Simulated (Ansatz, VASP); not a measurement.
# InAs: VASP beside Ansatz

Aim: how closely do two programs agree when they are given the same cell, functional and k mesh?

Method: plane waves, with VASP 6.6.1 beside it; zone-centre phonons at PBE and relaxation of cell and atoms at r2SCAN with rVV10, in Ansatz 0.2.0.

## (1) The starting structure

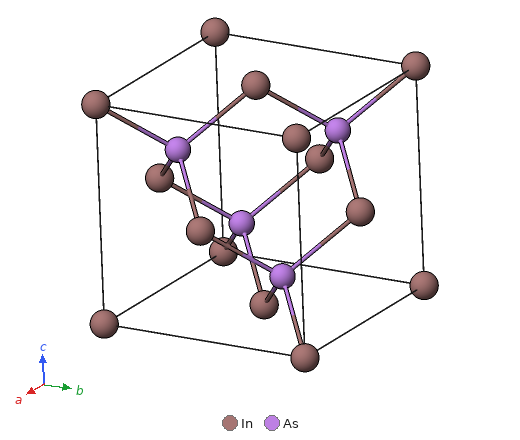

The starting structure, seen slightly off an axis (indium brown, arsenic purple). This picture shows the conventional cell, with its axes. Bonds to atoms that aren't drawn are left out. Some periodic images of atoms are drawn too.

## (2) VASP: zone-centre phonons, PBE

Second derivatives magnify differences that forces hide, and they need a tight electronic threshold.

Lines of VASP's logs that name or quote its potential files are left out, and so is its time.

Input file INCAR:

```
SYSTEM = InAs
PREC = Accurate
ENCUT = 450
EDIFF = 1E-08
NELM = 100
ISMEAR = 0
SIGMA = 0.03
LREAL = .FALSE.
ALGO = Normal
GGA = PE
NBANDS = 15
LORBIT = 11
LWAVE = .FALSE.
LCHARG = .FALSE.
KPAR = 2
IBRION = 8
LEPSILON = .TRUE.
ISIF = 2
```

Input file POSCAR:

```
InAs
1.0
    0.0000000000      3.0960010565      3.0960010565
    3.0960010565      0.0000000000      3.0960010565
    3.0960010565      3.0960010565      0.0000000000
In As
1 1
Direct
    0.0000000000      0.0000000000      0.0000000000
    0.7500000000      0.7500000000      0.7500000000
```

Input file KPOINTS:

```
Automatic mesh
0
Gamma
6 6 6
0 0 0
```

PAW data sets: In_d and As (PBE family, release 64).

Run with:

```
> mpirun -np 2 vasp_std
```

Numbers of over 12 decimals in the logs are rounded to 6 here.

The program printed:

```text
[banner, memory and clock lines left out]
running    2 mpi-ranks, on    1 nodes
 distrk:  each k-point on    1 cores,    2 groups
 distr:  one band on    1 cores,    1 groups

 POSCAR found type information on POSCAR InAs
 POSCAR found :  2 types and       2 ions
 LDA part: xc-table for (Slater+PW92), standard interpolation
 POSCAR, INCAR and KPOINTS ok, starting setup
 FFT: planning ... GRIDC
 FFT: planning ... GRID_SOFT
 FFT: planning ... GRID
 WAVECAR not read
 entering main loop
       N       E                     dE             d eps       ncg     rms          rms(c)
DAV:   1     0.103847943702E+03    0.10385E+03   -0.78195E+03   480   0.115E+03
DAV:   2    -0.819752595385E+00   -0.10467E+03   -0.10141E+03   522   0.279E+02
DAV:   3    -0.778075016467E+01   -0.69610E+01   -0.69278E+01   613   0.753E+01
DAV:   4    -0.795461366764E+01   -0.17386E+00   -0.17382E+00   577   0.135E+01
DAV:   5    -0.796076930827E+01   -0.61556E-02   -0.61556E-02   727   0.207E+00    0.405E+00
DAV:   6    -0.771937339669E+01    0.24140E+00   -0.39073E-01   736   0.102E+01    0.224E+00
DAV:   7    -0.769950541624E+01    0.19868E-01   -0.10778E-01   682   0.282E+00    0.695E-01
DAV:   8    -0.770090976880E+01   -0.14044E-02   -0.11909E-02   585   0.131E+00    0.159E-01
DAV:   9    -0.770158645332E+01   -0.67668E-03   -0.10045E-03   585   0.308E-01    0.966E-02
DAV:  10    -0.770173525068E+01   -0.14880E-03   -0.16555E-04   622   0.166E-01    0.540E-02
DAV:  11    -0.770178577588E+01   -0.50525E-04   -0.12435E-04   515   0.111E-01    0.373E-02
DAV:  12    -0.770178686599E+01   -0.10901E-05   -0.62179E-06   607   0.227E-02    0.915E-03
DAV:  13    -0.770178729869E+01   -0.43271E-06   -0.18467E-06   543   0.824E-03    0.382E-03
DAV:  14    -0.770178744873E+01   -0.15004E-06   -0.12027E-07   649   0.278E-03    0.129E-03
DAV:  15    -0.770178753824E+01   -0.89512E-07   -0.56097E-09   458   0.594E-04    0.833E-04
DAV:  16    -0.770178759474E+01   -0.56498E-07   -0.39555E-09   401   0.916E-04    0.994E-05
DAV:  17    -0.770178758412E+01    0.10626E-07   -0.11872E-09   352   0.321E-04    0.585E-05
DAV:  18    -0.770178758025E+01    0.38631E-08   -0.27736E-10   317   0.195E-04
   1 F= -.77017876E+01 E0= -.77016805E+01  d E =-.214253E-03
 Linear response reoptimize wavefunctions to high precision
DAV:   1    -0.770178757899E+01    0.12631E-08   -0.13367E-10   373   0.158E-04
DAV:   2    -0.770178757897E+01    0.17280E-10   -0.62818E-11   310   0.771E-05
 Linear response G [H, r] |phi>, progress :
  Direction:   1
       N       E                     dE             d eps       ncg     rms
RMM:   1    -0.532492442262E+02   -0.53249E+02    0.34712E+02   647   0.127E+02
RMM:   2    -0.686716321745E+02   -0.15422E+02   -0.18039E+01   860   0.289E+01
RMM:   3    -0.689782716671E+02   -0.30664E+00   -0.19369E+00   916   0.106E+01
RMM:   4    -0.689928284955E+02   -0.14557E-01   -0.36566E-01   926   0.368E+00
RMM:   5    -0.689951173448E+02   -0.22888E-02   -0.76836E-02   960   0.152E+00
RMM:   6    -0.689957609117E+02   -0.64357E-03   -0.82391E-03   972   0.499E-01
RMM:   7    -0.689958669720E+02   -0.10606E-03   -0.14749E-03   998   0.188E-01
RMM:   8    -0.689958859537E+02   -0.18982E-04   -0.26465E-04  1013   0.773E-02
RMM:   9    -0.689958912488E+02   -0.52951E-05   -0.37741E-05  1001   0.250E-02
RMM:  10    -0.689958916432E+02   -0.39441E-06   -0.68767E-05  1018   0.962E-03
RMM:  11    -0.689958924766E+02   -0.83336E-06    0.75865E-05   929   0.440E-03
RMM:  12    -0.689958924889E+02   -0.12331E-07    0.13317E-04   829   0.274E-03
RMM:  13    -0.689958926891E+02   -0.20025E-06    0.10619E-05   770   0.204E-03
RMM:  14    -0.689958924585E+02    0.23068E-06   -0.14838E-06   706   0.185E-03
RMM:  15    -0.689958927887E+02   -0.33026E-06   -0.88592E-05   617   0.171E-03
RMM:  16    -0.689958928030E+02   -0.14260E-07   -0.32550E-05   538   0.172E-03
RMM:  17    -0.689958927878E+02    0.15167E-07   -0.99043E-06   506   0.165E-03
RMM:  18    -0.689958927402E+02    0.47623E-07   -0.27800E-05   481   0.172E-03
 Linear response G [H, r] |phi>, progress :
  Direction:   2
       N       E                     dE             d eps       ncg     rms
RMM:   1    -0.537282060967E+02   -0.53728E+02    0.31529E+02   643   0.125E+02
RMM:   2    -0.699686770204E+02   -0.16240E+02   -0.17619E+01   864   0.283E+01
RMM:   3    -0.702558579308E+02   -0.28718E+00   -0.19164E+00   910   0.102E+01
RMM:   4    -0.702623791496E+02   -0.65212E-02   -0.36818E-01   928   0.372E+00
RMM:   5    -0.702644094025E+02   -0.20303E-02   -0.81053E-02   966   0.150E+00
RMM:   6    -0.702649976009E+02   -0.58820E-03   -0.84487E-03   960   0.490E-01
RMM:   7    -0.702650854389E+02   -0.87838E-04   -0.13043E-03   995   0.172E-01
RMM:   8    -0.702651063130E+02   -0.20874E-04   -0.25941E-04  1005   0.702E-02
RMM:   9    -0.702651119826E+02   -0.56696E-05   -0.82475E-05  1018   0.296E-02
RMM:  10    -0.702651113772E+02    0.60538E-06   -0.86567E-05  1003   0.116E-02
[...]
RMM:   8    -0.306889510491E+01   -0.85365E-06    0.18265E-05   956   0.803E-03
RMM:   9    -0.306889481114E+01    0.29377E-06   -0.17340E-05   913   0.189E-03
RMM:  10    -0.306889492232E+01   -0.11118E-06   -0.35074E-06   709   0.515E-04
RMM:  11    -0.306889490342E+01    0.18898E-07   -0.10801E-07   570   0.209E-04
[...]
RMM:   9    -0.413395730700E+01   -0.10971E-03   -0.37713E-05  2651   0.155E-02    0.169E-03
RMM:  10    -0.413403138483E+01   -0.74078E-04   -0.10296E-06  2884   0.456E-03    0.245E-03
RMM:  11    -0.413402488385E+01    0.65010E-05   -0.35681E-06  2621   0.169E-03    0.541E-04
RMM:  12    -0.413399552654E+01    0.29357E-04    0.15178E-06  2770   0.736E-04    0.775E-04
RMM:  13    -0.413399331521E+01    0.22113E-05    0.36589E-06  2652   0.292E-04    0.314E-04
RMM:  14    -0.413399208835E+01    0.12269E-05   -0.36533E-08  2072   0.120E-04    0.899E-05
RMM:  15    -0.413399193197E+01    0.15638E-06    0.87252E-07  1155   0.685E-05    0.621E-05
RMM:  16    -0.413399171134E+01    0.22062E-06    0.32123E-07   778   0.564E-05    0.220E-05
RMM:  17    -0.413399155435E+01    0.15699E-06    0.10251E-06   665   0.537E-05    0.852E-06
 change of polarisation eV/A/(eV/A) component  2 :     2.716     7.833     0.480
 dielectric tensor                  component  2 :     8.279    24.882     1.465
 Linear response to external field, progress :
  Direction:   3
       N       E                     dE             d eps       ncg     rms          rms(c)
RMM:   1    -0.307526212775E+01   -0.30753E+01   -0.16373E+01  1870   0.591E+00
RMM:   2    -0.402455459511E+01   -0.94929E+00   -0.17880E-01  2496   0.185E+00    0.213E+00
RMM:   3    -0.397122724793E+01    0.53327E-01   -0.49209E-02  2538   0.143E+00    0.130E+00
RMM:   4    -0.408675813778E+01   -0.11553E+00   -0.70220E-02  2461   0.166E+00    0.274E-01
RMM:   5    -0.412067819668E+01   -0.33920E-01   -0.82319E-03  2577   0.593E-01    0.992E-02
RMM:   6    -0.413047204929E+01   -0.97939E-02   -0.62577E-04  2607   0.185E-01    0.577E-02
RMM:   7    -0.413373949937E+01   -0.32675E-02   -0.16466E-04  2482   0.880E-02    0.920E-03
RMM:   8    -0.413385216222E+01   -0.11266E-03   -0.43954E-05  2738   0.396E-02    0.873E-03
RMM:   9    -0.413396210822E+01   -0.10995E-03   -0.14937E-05  2654   0.153E-02    0.170E-03
RMM:  10    -0.413402883678E+01   -0.66729E-04    0.23603E-05  2900   0.454E-03    0.239E-03
RMM:  11    -0.413402171040E+01    0.71264E-05   -0.93749E-06  2616   0.168E-03    0.478E-04
RMM:  12    -0.413399559300E+01    0.26117E-04    0.47694E-06  2748   0.726E-04    0.748E-04
RMM:  13    -0.413399370846E+01    0.18845E-05   -0.31652E-07  2669   0.287E-04    0.337E-04
RMM:  14    -0.413399212159E+01    0.15869E-05    0.10060E-06  2037   0.120E-04    0.955E-05
RMM:  15    -0.413399190054E+01    0.22105E-06    0.11293E-06  1174   0.687E-05    0.581E-05
RMM:  16    -0.413399165626E+01    0.24429E-06    0.40929E-07   764   0.564E-05    0.144E-05
RMM:  17    -0.413399155600E+01    0.10026E-06    0.67842E-07   665   0.537E-05    0.926E-06
 change of polarisation eV/A/(eV/A) component  3 :     2.268     0.946     7.833
 dielectric tensor                  component  3 :     6.914     2.885    24.882
 Linear response DOF=           2
 Linear response progress:
  Degree of freedom:   1/  2
       N       E                     dE             d eps       ncg     rms          rms(c)
RMM:   1    -0.233442148073E+00   -0.23344E+00   -0.11169E-01  1867   0.479E+00
RMM:   2    -0.235964001999E+00   -0.25219E-02   -0.12485E-02  2326   0.983E-01    0.830E-02
RMM:   3    -0.235810256068E+00    0.15375E-03   -0.15955E-03  2516   0.304E-01    0.375E-02
RMM:   4    -0.235559448681E+00    0.25081E-03   -0.19218E-04  2662   0.108E-01    0.240E-02
RMM:   5    -0.235430082447E+00    0.12937E-03   -0.73748E-06  2606   0.385E-02    0.614E-03
RMM:   6    -0.235413737128E+00    0.16345E-04   -0.15246E-05  2717   0.137E-02    0.219E-03
RMM:   7    -0.235421967174E+00   -0.82300E-05   -0.39777E-05  2652   0.391E-03    0.632E-04
RMM:   8    -0.235421837006E+00    0.13017E-06   -0.23023E-05  2705   0.167E-03    0.295E-04
RMM:   9    -0.235420662195E+00    0.11748E-05   -0.10639E-05  2690   0.723E-04    0.394E-05
RMM:  10    -0.235420290486E+00    0.37171E-06   -0.52003E-06  2933   0.348E-04    0.487E-05
RMM:  11    -0.235420010767E+00    0.27972E-06   -0.24546E-06  2764   0.186E-04    0.339E-05
RMM:  12    -0.235419942098E+00    0.68669E-07   -0.16730E-06  2823   0.111E-04    0.110E-05
RMM:  13    -0.235419863415E+00    0.78683E-07   -0.84032E-07  2873   0.746E-05    0.433E-06
RMM:  14    -0.235419825165E+00    0.38250E-07   -0.54839E-07  2682   0.561E-05    0.281E-06
RMM:  15    -0.235419794332E+00    0.30833E-07   -0.32411E-07  2172   0.455E-05    0.187E-06
RMM:  16    -0.235419767779E+00    0.26554E-07   -0.16540E-07  2252   0.396E-05    0.566E-07
RMM:  17    -0.235419758828E+00    0.89504E-08   -0.10279E-07  1635   0.361E-05    0.373E-07
RMM:  18    -0.235419753595E+00    0.52328E-08   -0.54572E-08  1467   0.340E-05    0.602E-07
 first order change of Fermi-energy  -0.81483E-04
 force on displaced ion       1 direction 1 :  -5.623   0.000   0.000
 Born effective charge ion    1 direction 1 :   2.656   0.000   0.000
 Linear response progress:
  Degree of freedom:   2/  2
       N       E                     dE             d eps       ncg     rms          rms(c)
RMM:   1    -0.465478191182E-01   -0.46548E-01    0.67220E-02  2804   0.143E+00
RMM:   2    -0.444252784010E-01    0.21225E-02    0.15808E-03  2199   0.511E-01    0.993E-02
RMM:   3    -0.451338001446E-01   -0.70852E-03   -0.16667E-03  2537   0.212E-01    0.436E-02
RMM:   4    -0.453767053325E-01   -0.24291E-03   -0.15675E-04  2567   0.778E-02    0.112E-02
RMM:   5    -0.454233855066E-01   -0.46680E-04   -0.20771E-05  2643   0.297E-02    0.629E-03
RMM:   6    -0.454142223287E-01    0.91632E-05   -0.50260E-06  2528   0.967E-03    0.152E-03
RMM:   7    -0.454124185361E-01    0.18038E-05   -0.74288E-08  2736   0.277E-03    0.110E-03
RMM:   8    -0.454131193548E-01   -0.70082E-06   -0.10992E-07  2478   0.123E-03    0.454E-04
RMM:   9    -0.454139869471E-01   -0.86759E-06    0.89818E-08  2626   0.443E-04    0.102E-04
RMM:  10    -0.454140367533E-01   -0.49806E-07    0.15022E-08  2840   0.164E-04    0.513E-05
RMM:  11    -0.454140848320E-01   -0.48079E-07   -0.58148E-08  2611   0.618E-05    0.112E-05
RMM:  12    -0.454141100682E-01   -0.25236E-07   -0.67853E-09  2920   0.307E-05    0.488E-06
RMM:  13    -0.454141113118E-01   -0.12436E-08   -0.10463E-09  2749   0.179E-05    0.225E-06
 first order change of Fermi-energy   0.55810E-03
 force on displaced ion       2 direction 1 :  -5.649   0.000   0.000
 Born effective charge ion    2 direction 1 :  -3.211   0.000   0.000
 Born effective charges drift removed
 Linear response finished
```

Parts of OUTCAR (step 2):

```text
ion  position               nearest neighbor table
   1  0.000  0.000  0.000-   2 2.68   2 2.68   2 2.68   2 2.68
   2  0.750  0.750  0.750-   1 2.68   1 2.68   1 2.68   1 2.68

  LATTYP: Found a face centered cubic cell.
 ALAT       =     6.1920021130

 Subroutine GETGRP returns: Found 24 space group operations
 (whereof 24 operations were pure point group operations)

The static configuration has the point symmetry T_d .

 Found     16 irreducible k-points:

   k-points           NKPTS =     16   k-points in BZ     NKDIM =     16   number of bands    NBANDS=     15

   dimension x,y,z NGX =    30 NGY =   30 NGZ =   30
   dimension x,y,z NGXF=    60 NGYF=   60 NGZF=   60

   ENCUT  =  450.0 eV  33.07 Ry    5.75 a.u.   7.57  7.57  7.57*2*pi/ulx,y,z

   NELECT =      18.0000    total number of electrons

 k-points in reciprocal lattice and weights: Automatic mesh
   0.00000000  0.00000000  0.00000000       0.005
   0.16666667  0.00000000  0.00000000       0.037
   0.33333333  0.00000000  0.00000000       0.037
   0.50000000  0.00000000  0.00000000       0.019
   0.16666667  0.16666667  0.00000000       0.028
   0.33333333  0.16666667  0.00000000       0.111
   0.50000000  0.16666667  0.00000000       0.111
  -0.33333333  0.16666667  0.00000000       0.111
  -0.16666667  0.16666667  0.00000000       0.056
[...]
-0.33333333  0.33333333  0.16666667       0.111
  -0.33333333  0.50000000  0.16666667       0.056

 average (electrostatic) potential at core
       1 -97.1756       2 -50.2163

  Total        0.0017193      0.0017193      0.0017193     -0.0000000      0.0000000      0.0000000
  in kB        0.0464124      0.0464124      0.0464124     -0.0000000      0.0000000      0.0000000
  external PRESSURE =       0.0464124 kB  Pullay stress =       0.0000000 kB

  energy-cutoff  :      450.00
  volume of cell :       59.35
      direct lattice vectors                 reciprocal lattice vectors
     0.000000000  3.096001057  3.096001057    -0.161498653  0.161498653  0.161498653
     3.096001057  0.000000000  3.096001057     0.161498653 -0.161498653  0.161498653
     3.096001057  3.096001057  0.000000000     0.161498653  0.161498653 -0.161498653

 POSITION                                       TOTAL-FORCE (eV/Angst)
 -----------------------------------------------------------------------------------
      0.00000      0.00000      0.00000         0.000000      0.000000      0.000000
      4.64400      4.64400      4.64400        -0.000000     -0.000000     -0.000000
 -----------------------------------------------------------------------------------
    total drift:                               -0.000000     -0.000000     -0.000000

 MACROSCOPIC STATIC DIELECTRIC TENSOR (including local field effects in DFT)
 ------------------------------------------------------
          24.881734     0.000000    -0.000000
          -0.000000    24.881734     0.000000
           0.000000     0.000000    24.881734
 ------------------------------------------------------

 PIEZOELECTRIC TENSOR (including local field effects)  for field in x, y, z        (C/m^2)
          XX          YY          ZZ          XY          YZ          ZX
  --------------------------------------------------------------------------------
  x     0.00000    -0.00000     0.00000     0.00000     0.86343    -0.00000
  y     0.00000    -0.00000     0.00000    -0.00000     0.00000     0.86343
  z    -0.00000     0.00000     0.00000     0.86343    -0.00000     0.00000

 BORN EFFECTIVE CHARGES (including local field effects) (in |e|, cummulative output)
 ---------------------------------------------------------------------------------
 ion    1
    1     2.91707     0.00000     0.00000
    2    -0.00000     2.91707    -0.00000
    3     0.00000     0.00000     2.91707
 ion    2
    1    -2.91707    -0.00000     0.00000
    2     0.00000    -2.91707     0.00000
    3    -0.00000     0.00000    -2.91707

 Eigenvectors and eigenvalues of the dynamical matrix
 ----------------------------------------------------

   1 f  =    5.513177 THz    34.640312 2PiTHz  183.899787 cm-1    22.800657 meV
             X         Y         Z           dx          dy          dz
      0.000000  0.000000  0.000000    -0.627528    0.000000    0.000000
      4.644002  4.644002  4.644002     0.778594   -0.000000    0.000000

   2 f  =    5.513177 THz    34.640312 2PiTHz  183.899787 cm-1    22.800657 meV
             X         Y         Z           dx          dy          dz
      0.000000  0.000000  0.000000     0.000000    0.000000   -0.627528
      4.644002  4.644002  4.644002     0.000000    0.000000    0.778594

   3 f  =    5.513177 THz    34.640312 2PiTHz  183.899787 cm-1    22.800657 meV
             X         Y         Z           dx          dy          dz
      0.000000  0.000000  0.000000     0.000000    0.627528    0.000000
      4.644002  4.644002  4.644002    -0.000000   -0.778594    0.000000

   4 f/i=    0.006039 THz     0.037945 2PiTHz    0.201444 cm-1     0.024976 meV
             X         Y         Z           dx          dy          dz
      0.000000  0.000000  0.000000     0.675180    0.255166   -0.291942
      4.644002  4.644002  4.644002     0.544180    0.205658   -0.235298

   5 f/i=    0.006039 THz     0.037945 2PiTHz    0.201444 cm-1     0.024976 meV
             X         Y         Z           dx          dy          dz
      0.000000  0.000000  0.000000     0.373798   -0.584130    0.353943
      4.644002  4.644002  4.644002     0.301272   -0.470795    0.285270

   6 f/i=    0.006039 THz     0.037945 2PiTHz    0.201444 cm-1     0.024976 meV
             X         Y         Z           dx          dy          dz
      0.000000  0.000000  0.000000    -0.103029   -0.447091   -0.629049
      4.644002  4.644002  4.644002    -0.083039   -0.360345   -0.506999

 MACROSCOPIC STATIC DIELECTRIC TENSOR IONIC CONTRIBUTION
 ------------------------------------------------------
           4.603256    -0.000000     0.000000
          -0.000000     4.603256    -0.000000
           0.000000    -0.000000     4.603256
 ------------------------------------------------------

 ELASTIC MODULI CONTR FROM IONIC RELAXATION (kBar)
 Direction    XX          YY          ZZ          XY          YZ          ZX
 --------------------------------------------------------------------------------
 XX          -0.0000     -0.0000     -0.0000     -0.0000      0.0000      0.0000
 YY          -0.0000     -0.0000     -0.0000     -0.0000     -0.0000      0.0000
 ZZ          -0.0000     -0.0000     -0.0000      0.0000     -0.0000      0.0000
 XY          -0.0000     -0.0000      0.0000   -212.7680      0.0000      0.0000
 YZ           0.0000     -0.0000     -0.0000      0.0000   -212.7680      0.0000
 ZX           0.0000      0.0000      0.0000      0.0000      0.0000   -212.7680
 --------------------------------------------------------------------------------

 PIEZOELECTRIC TENSOR IONIC CONTR  for field in x, y, z        (C/m^2)
          XX          YY          ZZ          XY          YZ          ZX
  --------------------------------------------------------------------------------
  x     0.00000    -0.00000    -0.00000     0.00000    -0.93123    -0.00000
  y     0.00000     0.00000     0.00000     0.00000     0.00000    -0.93123
  z    -0.00000    -0.00000    -0.00000    -0.93123    -0.00000     0.00000
```

[end of part 1 of 2]

[Lines on the potential files, build, host, timing and source positions are cut from VASP's logs without a mark.]

[Logs are printed without paths, hosts, clocks, repeated set-up lines and the standing remarks that a program may print on its own settings, such as how far it seeks lower states.]

[Hosts, paths, dates, database ids (printed as entryN), source tags and the programs' standing remarks are cut or masked in the printed files.]
